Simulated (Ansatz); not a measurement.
## Geometry relaxation, with input and output: B3N (part 2 of 2)

B3N (Pm-3m, 4 atoms in the cell); DFT PBE, scalar-relativistic, plane waves, PAW, no spin polarisation (Ansatz 0.2.0); cutoff 420 eV, 14×14×14 k-mesh, Gaussian smearing of 0.1 eV. The structure was made by swapping elements on the sites of another compound; it need not be a known phase. It belongs to a series of runs on one base structure; here: anti-ReO3 type (Pm-3m, No. 221).

Geometry of the input (Å; fractional positions):
```
3.2886  0.0000  0.0000
0.0000  3.2886  0.0000
0.0000  0.0000  3.2886
B  0.5000  0.0000  0.0000
B  0.0000  0.5000  0.0000
B  0.0000  0.0000  0.5000
N  0.0000  0.0000  0.0000
```

The program's output, continued
```
relax step   6: F+E_penalty+E_count = -841.65584074 eV  Δ(F+E_penalty+E_count) = -2.040e-4 eV  max|allowed force component| = 2.239e-31 eV/Å  Δτ_max = 0.0000 Å  P = -0.003 GPa  Ω = 34.043 Å³  energy of the carried Pulay correction = +1.672e-4 eV  (4 SCF iters, dr2 threshold 1.11e-7 eV, accepted)
iter 1 solved again at ethr=6.31e-8 eV; its pass at ethr=3.10e-3 eV (dr2=8.83e-6 eV) is discarded
SCF iter   1: F=—  HF=-841.655623 eV  |F-HF|=—  |Δ(HF+E_count)|=         —  Δρ=1.02e-5  dr2=6.57e-9  ethr=6.31e-8  ⟨swp⟩=3.2  Hψ=11733  notcnv=0
preconditioner: auto → none  [metal: Δε(μ)=0.017 eV  Ē_g=11.561 eV  σ=0.100 eV  W_gap=0.09  n_scr=6 (ndim 8)  ℏωp=23.8 eV  f_vac=0.000  D(μ)=0.82/eV (n_scr^D=6)]
SCF iter   2: F=—  HF=-841.655650 eV  |F-HF|=—  |Δ(HF+E_count)|=   2.70e-5  Δρ=5.13e-6  dr2=2.59e-9  ethr=4.69e-11  ⟨swp⟩=2.2  Hψ=2217  notcnv=0
SCF iter   3: F=—  HF=-841.655650 eV  |F-HF|=—  |Δ(HF+E_count)|=   2.00e-9  Δρ=2.70e-6  dr2=6.40e-10  ethr=1.85e-11  ⟨swp⟩=2.0  Hψ=2033  notcnv=0
SCF iter   4: F=-841.655650 eV  HF=-841.655650 eV  |F-HF|=4.89e-12  |Δ(HF+E_count)|=  6.42e-10  Δρ=2.39e-7  dr2=6.31e-12  ethr=1.00e-12  ⟨swp⟩=3.2  Hψ=5508  notcnv=0
SCF 7 converged in 4 iterations: F = -841.655650 eV  dr2 = 6.31e-12
relax step   7: F+E_penalty+E_count = -841.65565025 eV  Δ(F+E_penalty+E_count) = +1.905e-4 eV  max|allowed force component| = 1.274e-31 eV/Å  Δτ_max = 0.0000 Å  P = -0.007 GPa  Ω = 34.043 Å³  stress off target by 7.36e-3 GPa  SCF on the basis re-selected at this cell (its energy is not comparable with the rows above)  (4 SCF iters)
```

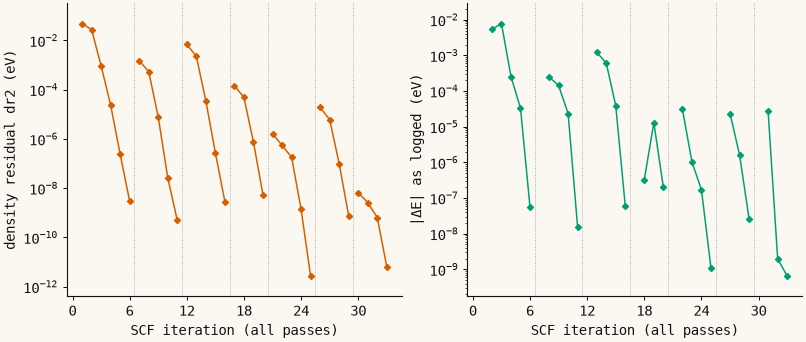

Fig. 1: Convergence of the self-consistent field: density residual dr2 and size of the energy change against the SCF iteration. The dotted lines part the SCF passes of the relaxation: geometry steps, rejected trials and re-solves on a re-selected basis. The 7 passes take 4 to 6 iterations each, 33 in all.

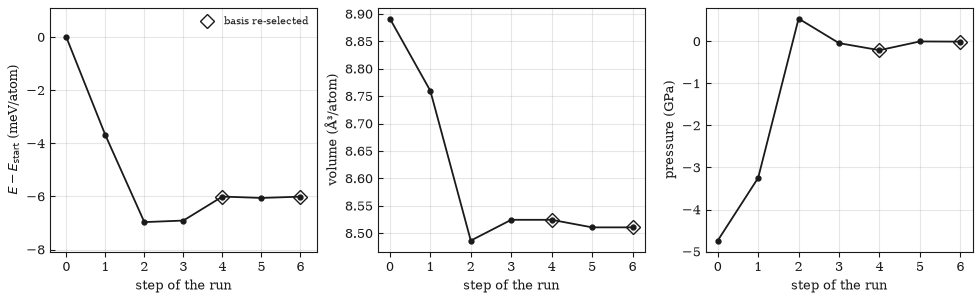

Fig. 2: Progress of the relaxation, step by step (the first geometry is step 0 here and step 1 in the log).

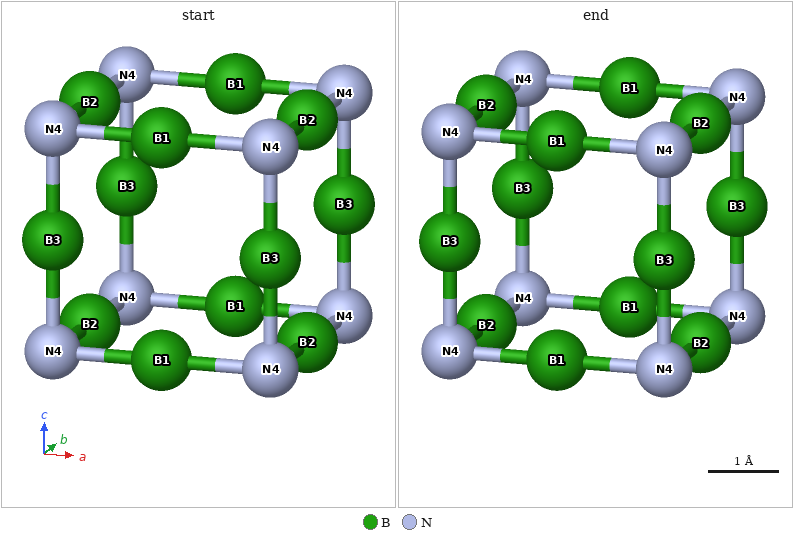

Fig. 3: Before (left) and after (right) the relaxation, at one scale (ball-and-stick view of the cell of the calculation, seen slightly off an axis). The energy falls by 6.1 meV per atom in 4 geometry steps. All forces vanish by symmetry, so only the cell relaxes. Pressure: −4.74 GPa at the start and −0.01 GPa at the end. The basis was re-selected once at an unchanged geometry, which shifts the energy a little without any move. No atom moves by more than 0.005 Å relative to the cell. The volume changes by −4.3 %, with a = b = c 3.289 → 3.241 Å (−1.4 %). Among the contacts that change: B1–N4 1.644 → 1.620 Å. The space group stays Pm-3m (No. 221). The energy change given includes the shifts at the re-selections in mid-walk, which come without any move. A last SCF at the same geometry on a re-selected plane-wave basis shifts the energy by +0.0 meV per atom. (Atoms are counted from 1 in the order of the input.)

```
basis re-selected at this cell: Δ(F+E_penalty+E_count) = +1.905e-4 eV, ΔP = -0.004 GPa vs the last step (what re-selecting the basis moved, of the pressure what is left beyond the Pulay correction that the steps carried, after the strain that the cell walked since its last selection, with what the two solves' SCF thresholds leave and, on support functions, any second-order correction that the steps lacked; it is no measure of the basis error at this ecutwfc). This SCF's stress stands 7.36e-3 GPa from its target on what of the cell is left free (relax.cell.stress_tol is 5.00e-2 GPa) and its largest allowed force component is 1.27e-31 eV/Å (relax.f_tol is 1.00e-2 eV/Å): within both
SCF converged after 4 iterations
Free energy (F): -841.655650 eV
Harris-Foulkes:  -841.655650 eV  (|F-HF|=4.89e-12)
Internal energy: -841.651533 eV  (E = F + TS)
E sigma→0 (E₀):  -841.653592 eV
Entropy (-TS):   -0.004117 eV (-1.029 meV/atom)
Fermi energy:    8.915836 eV
--- Per-component energies (eV) ---
  E_band       = -2.254342
  E_kinetic    = 265.536072
  E_local      = -378.795795  (includes V_loc(G=0)·N_el)
  E_nonlocal   = 82.136546
  E_hartree    = 119.871276
  E_xc         = -151.449208
  E_vxc        = -184.521397  (∫ρ·V_xc dr)
  E_paw        = -362.131594  (= ΣΔE_a)
  E_vpaw       = -26.352423  (= ΣTr[D̂ρ^β])
  E_aug_tail   = 0.000087  (compensation charges beyond the density's cutoff)
  E_ewald      = -416.818917
  E_smearing   = -0.004117  (= −TS)
  E_closure    = 0.000000  (closes the sum)
  Σ components = -841.655650   (vs F -841.655650, Δ=0.00e0)
--- Forces (eV/Å), atoms counted from 1 ---
  atom   1  B      0.00000000    -0.00000000    -0.00000000
  atom   2  B     -0.00000000     0.00000000     0.00000000
  atom   3  B     -0.00000000     0.00000000     0.00000000
  atom   4  N     -0.00000000    -0.00000000     0.00000000
  max |Σ_I F_I| component: 1.15e-31 eV/Å
--- Stress (GPa, compression-positive) ---
       -0.007358       0.000000       0.000000
        0.000000      -0.007358       0.000000
        0.000000       0.000000      -0.007358
  P = ⅓ Tr σ = -0.0074 GPa (-0.074 kbar)
--- Band table (eV; the first three rows and the last of 120) ---
  k-point 0: bands = ["-12.9659", "-2.1882", "-2.1882", "-2.1882", "3.4580", "7.2628", "7.2628", "11.8675", "11.8675", "11.8675", "13.2042"]
  k-point 1: bands = ["-12.9479", "-2.3450", "-2.1646", "-2.1646", "3.6198", "7.3044", "7.3335", "11.7839", "11.7839", "11.8724", "13.0708"]
  k-point 2: bands = ["-12.8966", "-2.7453", "-2.0976", "-2.0976", "4.0199", "7.4285", "7.5383", "11.4753", "11.4753", "11.9172", "12.7035"]
  k-point 119: bands = ["-12.0820", "-2.5582", "-2.5582", "-2.5582", "3.8765", "3.8765", "3.8765", "13.2586", "14.4192", "14.4192", "14.4192"]
--- Relaxed structure (5 steps of the walk, 5 accepted, 2 SCFs on fresh bases) ---
  F+E_penalty+E_count = -841.65565025 eV   max|allowed force component| = 1.274e-31 eV/Å   (the final SCF, on the basis selected at the relaxed cell)
  cell:  # Å, volume = 34.0429 Å³
    - [3.240974355749333, 1.4745401136714777e-34, -2.2469182684517753e-34]
    - [1.4745401136714777e-34, 3.240974355749333, 0.0]
    - [3.2098832406453934e-35, 0.0, 3.240974355749333]
  atoms:
    - { symbol: B, position: [0.5, -1.668076459349762e-38, 9.531865482163588e-39] }
    - { symbol: B, position: [-7.625492385621287e-38, 0.5, -2.859559644583338e-38] }
    - { symbol: B, position: [-2.2876477156841944e-37, 5.957415926295079e-38, 0.5] }
    - { symbol: N, position: [7.625492386040787e-38, -7.148899111429086e-39, 4.765932741020198e-38] }
```

Trajectory as extended XYZ (Å, eV, eV/Å), 7 frames, from step=1 to step=7
```
4
Lattice="3.2886 0.0000 0.0000 0.0000 3.2886 0.0000 0.0000 0.0000 3.2886" Properties=species:S:1:pos:R:3:forces:R:3 step=1 energy=-841.63162 pressure_GPa=-4.74
B     1.6443    0.0000    0.0000    0.0000   0.0000   0.0000
B     0.0000    1.6443    0.0000    0.0000   0.0000   0.0000
B     0.0000    0.0000    1.6443    0.0000   0.0000   0.0000
N     0.0000    0.0000    0.0000    0.0000   0.0000   0.0000
4
Lattice="3.2723 0.0000 0.0000 0.0000 3.2723 0.0000 0.0000 0.0000 3.2723" Properties=species:S:1:pos:R:3:forces:R:3 step=2 energy=-841.64636 pressure_GPa=-3.25
B     1.6361    0.0000    0.0000    0.0000   0.0000   0.0000
B     0.0000    1.6361    0.0000    0.0000   0.0000   0.0000
B     0.0000    0.0000    1.6361    0.0000   0.0000   0.0000
N     0.0000    0.0000    0.0000    0.0000   0.0000   0.0000
4
Lattice="3.2379 0.0000 0.0000 0.0000 3.2379 0.0000 0.0000 0.0000 3.2379" Properties=species:S:1:pos:R:3:forces:R:3 step=3 energy=-841.65948 pressure_GPa=0.54
B     1.6190    0.0000    0.0000    0.0000   0.0000   0.0000
B     0.0000    1.6190    0.0000    0.0000   0.0000   0.0000
B     0.0000    0.0000    1.6190    0.0000   0.0000   0.0000
N     0.0000    0.0000    0.0000    0.0000   0.0000   0.0000
4
Lattice="3.2427 0.0000 0.0000 0.0000 3.2427 0.0000 0.0000 0.0000 3.2427" Properties=species:S:1:pos:R:3:forces:R:3 step=4 energy=-841.65925 pressure_GPa=-0.04
B     1.6214    0.0000    0.0000    0.0000   0.0000   0.0000
B     0.0000    1.6214    0.0000    0.0000   0.0000   0.0000
B     0.0000    0.0000    1.6214    0.0000   0.0000   0.0000
N     0.0000    0.0000    0.0000    0.0000   0.0000   0.0000
4
Lattice="3.2427 0.0000 0.0000 0.0000 3.2427 0.0000 0.0000 0.0000 3.2427" Properties=species:S:1:pos:R:3:forces:R:3 step=5 energy=-841.65564 pressure_GPa=-0.21
B     1.6214    0.0000    0.0000    0.0000   0.0000   0.0000
B     0.0000    1.6214    0.0000    0.0000   0.0000   0.0000
B     0.0000    0.0000    1.6214    0.0000   0.0000   0.0000
N     0.0000    0.0000    0.0000    0.0000   0.0000   0.0000
4
Lattice="3.2410 0.0000 0.0000 0.0000 3.2410 0.0000 0.0000 0.0000 3.2410" Properties=species:S:1:pos:R:3:forces:R:3 step=6 energy=-841.65584 pressure_GPa=-0.00
B     1.6205    0.0000    0.0000    0.0000   0.0000   0.0000
B     0.0000    1.6205    0.0000    0.0000   0.0000   0.0000
B     0.0000    0.0000    1.6205    0.0000   0.0000   0.0000
N     0.0000    0.0000    0.0000    0.0000   0.0000   0.0000
4
Lattice="3.2410 0.0000 0.0000 0.0000 3.2410 0.0000 0.0000 0.0000 3.2410" Properties=species:S:1:pos:R:3:forces:R:3 step=7 energy=-841.65565 pressure_GPa=-0.01
B     1.6205    0.0000    0.0000    0.0000   0.0000   0.0000
B     0.0000    1.6205    0.0000    0.0000   0.0000   0.0000
B     0.0000    0.0000    1.6205    0.0000   0.0000   0.0000
N     0.0000    0.0000    0.0000    0.0000   0.0000   0.0000
```

Results in brief

| quantity | value |
| --- | --- |
| outcome | converged |
| space group (tolerance 0.01 Å) | Pm-3m (221) |
| electrons treated | 14 |
| free energy | −841.6557 eV |
| Fermi energy | 8.916 eV |
| gap on the k-point mesh | none (metallic) |
| pressure | −0.01 GPa |
| final volume | 34.04 Å³ |
| largest force (length of the vector) at the end | under 0.001 eV/Å |
| final cell | a = 3.241 Å, b = 3.241 Å, c = 3.241 Å, α = 90.00°, β = 90.00°, γ = 90.00° |
| wall time | 32 s |
| peak memory | 0.4 GiB |
